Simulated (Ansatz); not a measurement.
**Geometry relaxation of AlP**

The run: geometry relaxation of AlP (F-43m, 2 atoms in the cell). Method and program: DFT PBEsol, scalar-relativistic, plane waves, PAW, no spin polarisation (Ansatz 0.2.0).

The structure derives from an entry of the Crystallography Open Database. It belongs to a series of runs on one base structure; here: cell and atoms relaxed tightly for response. Figures and captions count atoms from 1; the log counts them from 0 in places.

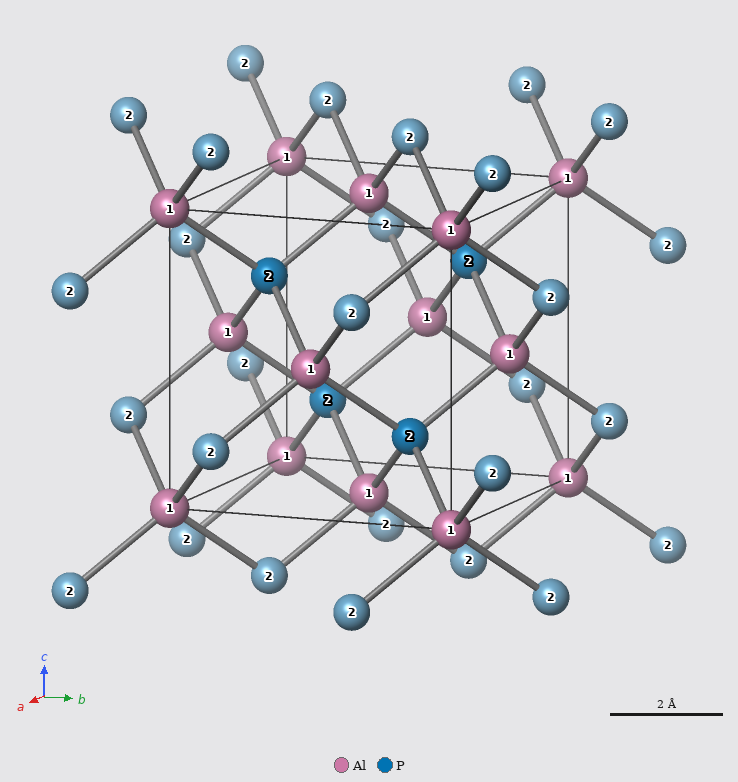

Figure 1. The input geometry (ball-and-stick view of the cell 4 times as large as that of the calculation, set on its symmetry axes, seen slightly off an axis; neighbours outside the cell are drawn fainter; atoms are numbered from 1 in the order of the input). Near neighbours in the crystal (not all of them lie inside the picture): Al has 4 P at 2.37 Å; P has 4 Al at 2.37 Å.

### Summary

```csv
quantity,value
outcome,converged
space group (tolerance 0.01 Å),F-43m (216)
electrons treated,8
free energy,−1265.7345 eV
Fermi energy,4.938 eV
gap on the k-point mesh,1.45 eV
pressure,0.01 GPa
final volume,40.92 Å³
largest force (length of the vector) at the end,under 0.001 eV/Å
final cell,"a = 3.868 Å, b = 3.868 Å, c = 3.868 Å, α = 60.00°, β = 60.00°, γ = 60.00°"
hardware,"1 thread of Intel Xeon @ 2.50GHz (Skylake/Cascade Lake), 32 GiB of memory available, shared host"
wall time,3 s
peak memory,0.36 GiB
```

### The input
```yaml
crystal:
  lattice:
    - [0.0, 2.7351727429, 2.7351727429]
    - [2.7351727429, 0.0, 2.7351727429]
    - [2.7351727429, 2.7351727429, 0.0]
  atoms:
    - { symbol: Al, position: [0.0, 0.0, 0.0] }
    - { symbol: P, position: [0.75, 0.75, 0.75] }
basis:
  ecutwfc: 420
kpoints:
  mp_grid: { grid: [8, 8, 8] }
hamiltonian:
  xc: pbesol
scf:
  occupations: { method: fixed }
output:
  forces: true
  stress: true
  eigenvalues: true
  write_density: true
  write_potential: true
  elf: true
  volumetric_format: npy
relax:
  adjacent_minimum: "off"
  f_tol: 0.001
  max_steps: 60
  cell: { stress_tol: 0.01 }
```

Launch command:
```bash
ansatz run input.yaml --threads 1 --pin off --max-ram 3072MiB --backend cpu --events-out ev --progress --plain --runs-dir out
```

### What the program printed
```
Engine: ansatz 0.2.0, x86_64-unknown-linux-gnu
Pseudopotentials: kind: paw
Pseudopotential: Al, paw, valence charge 3, recommended cutoff 420 eV (normal), Al.paw.azcp
Pseudopotential: P, paw, valence charge 5, recommended cutoff 420 eV (normal), P.paw.azcp
Functional definition: PBEsol
  exchange = pbesol_x
  correlation = pbesol_c
Crystal: 2 atoms, lattice volume = 40.925 Å³
Basis set: ecut = 420 eV, 821 PW (Γ), exchange–correlation on 54×54×54 points (8 copies of the dense FFT grid, shifted against one another)
Bands: 8, of which v1, the nominal top of the filled ones, is band 4 counted from 1 (3 counted from 0)
Symmetry: 24 space group operations
Space group: F-43m (ITA 216), of the structure as read, at distance tolerance 3.4e-5 Å
k-points: 29 of 512 (time reversal used)
Non-local potential: Al, projectors of the file, l = 0: 2, l = 1: 2, l = 2: 1
Non-local potential: P, projectors of the file, l = 0: 2, l = 1: 2, l = 2: 2
PAW form: soft (Blöchl's): semilocal exchange-correlation on the pseudo side does not see the compensation charge
PAW frozen core: Al, regenerated for the run's functional, and the local potential with it (the file was generated under x = pbe(κ = 0.804, μ = 0.2195149727645171), c = pbe(β = 0.06672455060314922))
PAW frozen core: P, regenerated for the run's functional, and the local potential with it (the file was generated under x = pbe(κ = 0.804, μ = 0.2195149727645171), c = pbe(β = 0.06672455060314922))
PAW one-centre angular grid: Al, 110 points (default); XC on 64 Gauss nodes
PAW one-centre angular grid: P, 110 points (default); XC on 64 Gauss nodes
Initial density: superposition of atomic densities (neutral atoms: chi_scale 0, normalization atom), corrected by the library's trained network
Initial wavefunctions: pseudopotential atomic-orbital guess
Functional: x = pbesol(κ = 0.804, μ = 0.12345679012345678), c = pbesol(β = 0.046)
SCF iter   1: F=—  HF=-1265.737098 eV  |F-HF|=—  |Δ(HF+E_count)|=         —  Δρ=3.58e-3  dr2=9.39e-3  ethr=1.77e-3  ⟨swp⟩=5.3  Hψ=1695  notcnv=0  defer=51
preconditioner: auto → none  [insulator: Δε(μ)=1.394 eV  Ē_g=9.865 eV  n_scr=8 (ndim 8)  ℏωp=16.4 eV  f_vac=0.000  ε∞_Penn≈3.8]
SCF iter   2: F=—  HF=-1265.734460 eV  |F-HF|=—  |Δ(HF+E_count)|=   2.64e-3  Δρ=1.05e-3  dr2=4.61e-4  ethr=1.17e-4  ⟨swp⟩=2.9  Hψ=612  notcnv=0  defer=52
SCF iter   3: F=—  HF=-1265.734471 eV  |F-HF|=—  |Δ(HF+E_count)|=   1.06e-5  Δρ=3.97e-4  dr2=6.06e-5  ethr=5.76e-6  ⟨swp⟩=2.5  Hψ=346  notcnv=0  defer=54
SCF iter   4: F=—  HF=-1265.734473 eV  |F-HF|=—  |Δ(HF+E_count)|=   2.20e-6  Δρ=5.40e-5  dr2=7.05e-7  ethr=7.57e-7  ⟨swp⟩=2.0  Hψ=322  notcnv=0  defer=49
iter 5 did not close the SCF: its close was put off for the readings that it lacked (scf_convergence_deferred on its scf_iter line)
SCF iter   5: F=-1265.734473 eV  HF=-1265.734473 eV  |F-HF|=3.43e-9  |Δ(HF+E_count)|=   5.08e-7  Δρ=4.31e-6  dr2=4.16e-9  ethr=8.81e-9  ⟨swp⟩=2.5  Hψ=335  notcnv=0  defer=49
SCF iter   6: F=-1265.734473 eV  HF=-1265.734473 eV  |F-HF|=6.82e-13  |Δ(HF+E_count)|=   5.66e-9  Δρ=3.67e-7  dr2=3.59e-11  ethr=5.20e-11  ⟨swp⟩=11.0  Hψ=2257  notcnv=0
SCF 1 converged in 6 iterations: F = -1265.734473 eV  dr2 = 3.59e-11
  Residual-converged pass: ⟨swp⟩=1.0  Hψ=350  notcnv=0  max |occ|·‖R‖ = 6.9e-9 eV (tolerance 1.0e-8 eV)  dr2=3.59e-11  dr2_onsite=6.23e-12  max |Δocc| = 0.0e0
  greatest PAW one-centre occupation: 0.778 electrons in one spin orbital (limit 2), on the P atom at site 1 (counted from 0), in its partial waves of l = 0
relax step   1: F+E_penalty+E_count = -1265.73447346 eV  Δ(F+E_penalty+E_count) = +0.000e0 eV  max|allowed force component| = 1.758e-16 eV/Å  Δτ_max = 0.0000 Å  P = +0.008 GPa  Ω = 40.925 Å³  (6 SCF iters, dr2 threshold 1.00e-7 eV, accepted)
Initial density: handed on by an earlier stage of this run
Initial wavefunctions: pseudopotential atomic-orbital guess (no wavefunctions were taken with the density)
iter 1 solved again at ethr=1.24e-7 eV; its pass at ethr=3.10e-3 eV (dr2=9.93e-6 eV) is discarded
SCF iter   1: F=—  HF=-1265.734485 eV  |F-HF|=—  |Δ(HF+E_count)|=         —  Δρ=1.03e-6  dr2=2.21e-10  ethr=1.24e-7  ⟨swp⟩=3.1  Hψ=2434  notcnv=0  defer=56
eigensolver tolerance schedule: the retry pair's looser diagonalisation over-reported the residual by 44892.00 of it (diagonalisation noise at an unbounded share of the residual, at the tolerance the schedule requests for it); recorded, not acted on — ethr = c·dr2/N_el stays at c = 1.0e-1
preconditioner: auto → none  [insulator: Δε(μ)=1.452 eV  Ē_g=9.889 eV  n_scr=8 (ndim 8)  ℏωp=16.4 eV  f_vac=0.000  ε∞_Penn≈3.8]
SCF iter   2: F=—  HF=-1265.734473 eV  |F-HF|=—  |Δ(HF+E_count)|=   1.12e-5  Δρ=5.82e-7  dr2=1.45e-10  ethr=2.76e-12  ⟨swp⟩=4.2  Hψ=535  notcnv=0  defer=51
SCF iter   3: F=—  HF=-1265.734473 eV  |F-HF|=—  |Δ(HF+E_count)|=  2.61e-11  Δρ=3.43e-7  dr2=3.89e-11  ethr=1.82e-12  ⟨swp⟩=1.1  Hψ=237  notcnv=0  defer=51
SCF iter   4: F=—  HF=-1265.734473 eV  |F-HF|=—  |Δ(HF+E_count)|=  2.27e-12  Δρ=6.02e-8  dr2=9.65e-13  ethr=4.86e-13 (applied; sched 1.00e-12)  ⟨swp⟩=2.1  Hψ=348  notcnv=0  defer=51
SCF iter   5: F=-1265.734473 eV  HF=-1265.734473 eV  |F-HF|=0.00e0  |Δ(HF+E_count)|=  2.27e-13  Δρ=8.57e-9  dr2=2.25e-14  ethr=1.00e-12  ⟨swp⟩=9.5  Hψ=1720  notcnv=0
SCF 2 converged in 5 iterations: F = -1265.734473 eV  dr2 = 2.25e-14
relax step   2: F+E_penalty+E_count = -1265.73447346 eV  Δ(F+E_penalty+E_count) = -3.183e-12 eV  max|allowed force component| = 1.665e-16 eV/Å  Δτ_max = 0.0000 Å  P = +0.008 GPa  Ω = 40.925 Å³  stress off target by 8.15e-3 GPa  SCF on the basis re-selected at this cell (its energy is not comparable with the rows above)  (5 SCF iters)
```

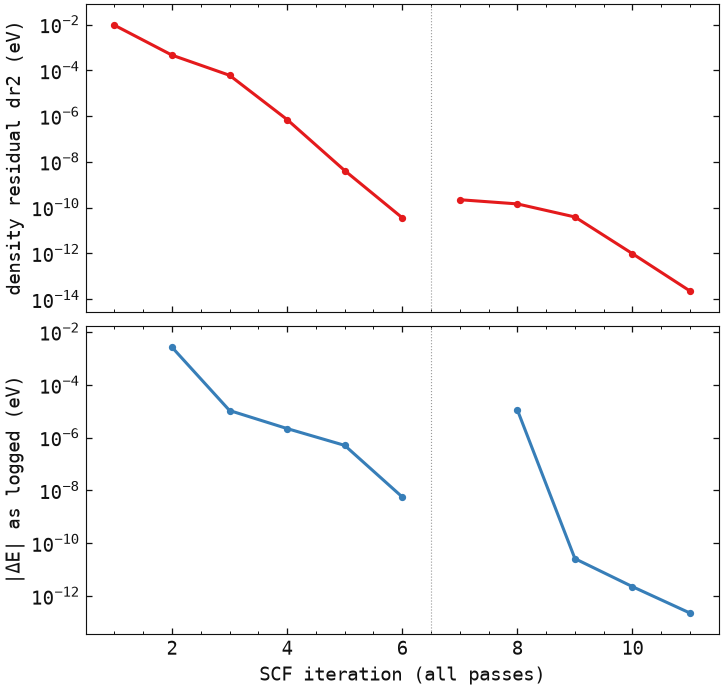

Figure 2. Convergence of the self-consistent field: density residual dr2 and size of the energy change against the SCF iteration. The dotted lines part the SCF passes of the relaxation: geometry steps, rejected trials and re-solves on a re-selected basis. The passes take 6 and 5 iterations.

```
basis re-selected at this cell: Δ(F+E_penalty+E_count) = -3.183e-12 eV, ΔP = -0.000 GPa vs the last step (what re-selecting the basis moved, of the pressure what is left beyond the Pulay correction that the steps carried, after the strain that the cell walked since its last selection, with what the two solves' SCF thresholds leave and, on support functions, any second-order correction that the steps lacked; it is no measure of the basis error at this ecutwfc). This SCF's stress stands 8.15e-3 GPa from its target on what of the cell is left free (relax.cell.stress_tol is 1.00e-2 GPa) and its largest allowed force component is 1.67e-16 eV/Å (relax.f_tol is 1.00e-3 eV/Å): within both
SCF converged after 5 iterations
Free energy (F): -1265.734473 eV
Harris-Foulkes:  -1265.734473 eV  (|F-HF|=0.00e0)
Internal energy: -1265.734473 eV  (E = F + TS)
E sigma→0 (E₀):  -1265.734473 eV
Fermi energy:    4.937630 eV
--- Per-component energies (eV) ---
  E_band       = 3.909510
  E_kinetic    = 93.502182
  E_local      = -82.476877  (includes V_loc(G=0)·N_el)
  E_nonlocal   = 44.858251
  E_hartree    = 24.694053
  E_xc         = -100.476928
  E_vxc        = -89.932225  (∫ρ·V_xc dr)
  E_paw        = -1009.066992  (= ΣΔE_a)
  E_vpaw       = -11.429927  (= ΣTr[D̂ρ^β])
  E_aug_tail   = 0.000001  (compensation charges beyond the density's cutoff)
  E_ewald      = -236.833398
  E_core_change = 0.065235  (= ΣΔE_core)
  E_smearing   = -0.000000  (= −TS)
  E_closure    = 0.000000  (closes the sum)
  Σ components = -1265.734473   (vs F -1265.734473, Δ=0.00e0)
--- Forces (eV/Å), atoms counted from 1 ---
  atom   1  Al    -0.00000000     0.00000000     0.00000000
  atom   2  P      0.00000000     0.00000000     0.00000000
  max |Σ_I F_I| component: 7.40e-17 eV/Å
--- Stress (GPa, compression-positive) ---
        0.008155      -0.000000      -0.000000
        0.000000       0.008155       0.000000
       -0.000000       0.000000       0.008155
  P = ⅓ Tr σ = 0.0082 GPa (0.082 kbar)
--- Band table (eV; the first three rows and the last of 29) ---
  k-point 0: bands = ["-6.5519", "4.9376", "4.9376", "4.9376", "8.0871", "9.4339", "9.4339", "9.4339"]
  k-point 1: bands = ["-6.3796", "3.6985", "4.7889", "4.7889", "8.5303", "9.7164", "9.7164", "9.9323"]
  k-point 2: bands = ["-5.8944", "1.7435", "4.4945", "4.4945", "8.1582", "10.0157", "10.0157", "11.7371"]
  k-point 28: bands = ["-4.1571", "0.0159", "1.7394", "2.0973", "9.1507", "10.8080", "10.9638", "11.2079"]
--- Relaxed structure (1 steps of the walk, 1 accepted, 1 SCFs on fresh bases) ---
  F+E_penalty+E_count = -1265.73447346 eV   max|allowed force component| = 1.665e-16 eV/Å   (the final SCF, on the basis selected at the relaxed cell)
  cell:  # Å, volume = 40.9246 Å³
    - [0.0, 2.7351727429, 2.7351727429]
    - [2.7351727429, 0.0, 2.7351727429]
    - [2.7351727429, 2.7351727429, 0.0]
  atoms:
    - { symbol: Al, position: [0.0, 0.0, 0.0] }
    - { symbol: P, position: [0.75, 0.75, 0.75] }
```

### Trajectory as extended XYZ (Å, eV, eV/Å), 2 frames, from step=1 to step=2
```
2
Lattice="0.0000 2.7352 2.7352 2.7352 0.0000 2.7352 2.7352 2.7352 0.0000" Properties=species:S:1:pos:R:3:forces:R:3 step=1 energy=-1265.73447 pressure_GPa=0.01
Al    0.0000    0.0000    0.0000    0.0000   0.0000   0.0000
P     4.1028    4.1028    4.1028    0.0000   0.0000   0.0000
2
Lattice="0.0000 2.7352 2.7352 2.7352 0.0000 2.7352 2.7352 2.7352 0.0000" Properties=species:S:1:pos:R:3:forces:R:3 step=2 energy=-1265.73447 pressure_GPa=0.01
Al    0.0000    0.0000    0.0000    0.0000   0.0000   0.0000
P     4.1028    4.1028    4.1028    0.0000   0.0000   0.0000
```

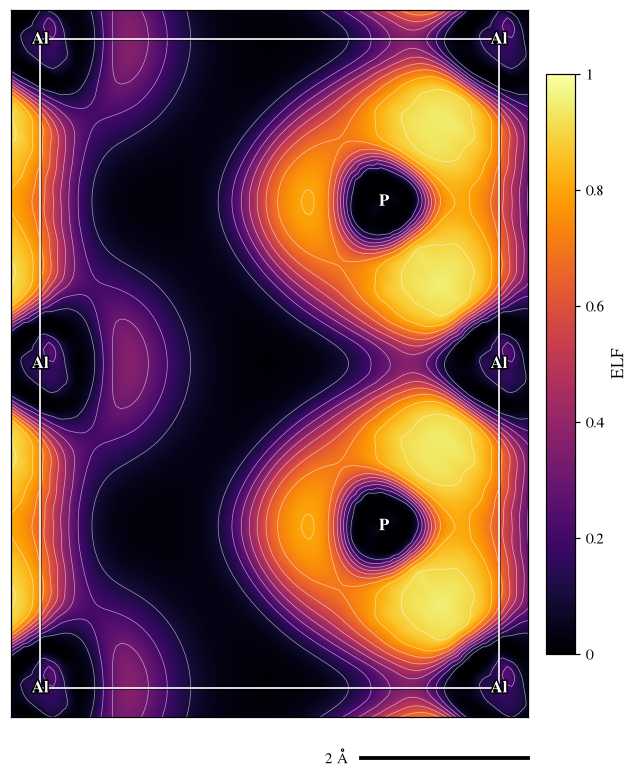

Figure 3. ELF on the (011) plane of the conventional cell. Al–P (2.37 Å): the ELF peaks at about 0.95 between the atoms (a covalent bond). Core electrons are frozen (PAW), so the fields are smoothed inside the atomic spheres.

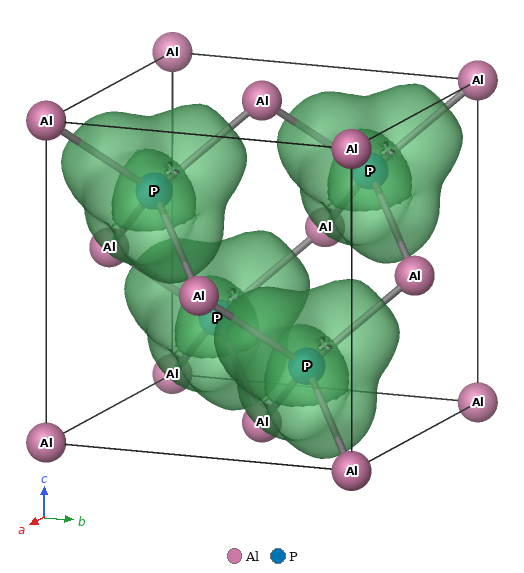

Figure 4. Isosurface of the ELF at 0.7 (green), seen slightly off an axis. Only the valence region is drawn (cores and ρ < 0.01 e/Å³ removed). Sticks mark near contacts. The outline is the cell set on symmetry axes. Values along the shortest contacts: Al–P (2.37 Å): the ELF peaks at about 0.95 between the atoms (a shared electron pair).
